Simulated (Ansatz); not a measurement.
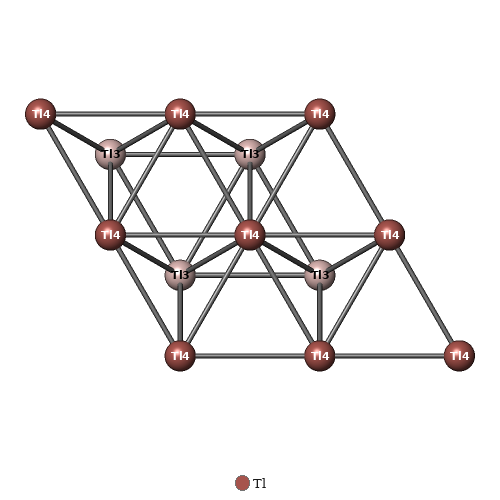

The system is C on a Tl(001) slab cut from the P6_3/mmc phase (4 atoms of substrate and one adsorbate in a 1 × 1 cell); the picture shows it without the atoms that are moved over the map. One C atom a 1 × 1 cell is placed over a mesh of places on the rigid (0 0 1) surface, and only its height is relaxed. Places are given modulo a cell vector. The map is drawn in real space over the plane of the surface. The grid has 4 × 4 points. Energies are in eV, from the lowest grid point. The relaxed height changes by up to 0.8 Å between neighbouring points. This mesh misses the points at thirds of the hexagonal cell. With one adsorbate in each 1 × 1 cell, its nearest image is 3.5 Å away, so neighbouring adsorbates interact. Level of theory: DFT PBEsol, scalar-relativistic, plane waves, PAW in Ansatz 0.2.0.

Range: place along a₁ from 0.00 to 0.75; place along a₂ from 0.00 to 0.75.

What will the energy surface look like?

Answer. The lowest grid point is at a bridge site between two Tl atoms, (0/4, 2/4) of the cell vectors. The same energy is found at a bridge site between two Tl atoms, (2/4, 0/4) of the cell vectors; a bridge site between two Tl atoms, (2/4, 2/4) of the cell vectors. The highest grid point, the top site over a surface Tl atom, (0/4, 0/4) of the cell vectors, lies 1.10 eV above the lowest. At the lowest point the adsorbate has 2 Tl at 2.11 Å as nearest neighbours, at the highest 1 Tl at 2.17 Å. Its relaxed height above the top atom is 1.19 Å at the lowest and 2.17 Å at the highest point.

```
place along a₂ ↓, place along a₁ →   0/4   1/4   2/4   3/4
                               3/4  0.91  0.29  0.29  0.91
                               2/4  0.00  0.29  0.00  0.31
                               1/4  0.91  0.91  0.31  0.31
                               0/4  1.10  0.91  0.00  0.91
```

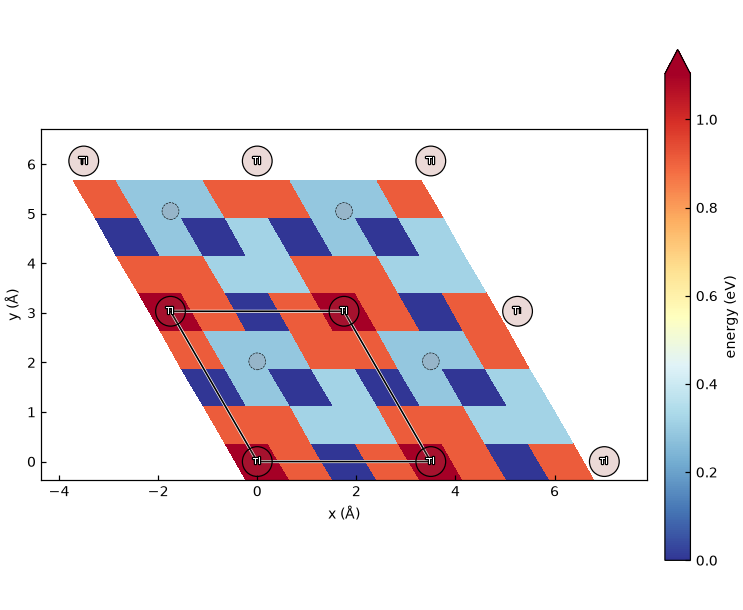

Drawn: one coloured cell a grid point, labelled circles for the atoms of the top layer and small ones for the second layer, the outline of one cell of the 2 × 2 shown, one colour for all values above the top of the scale.
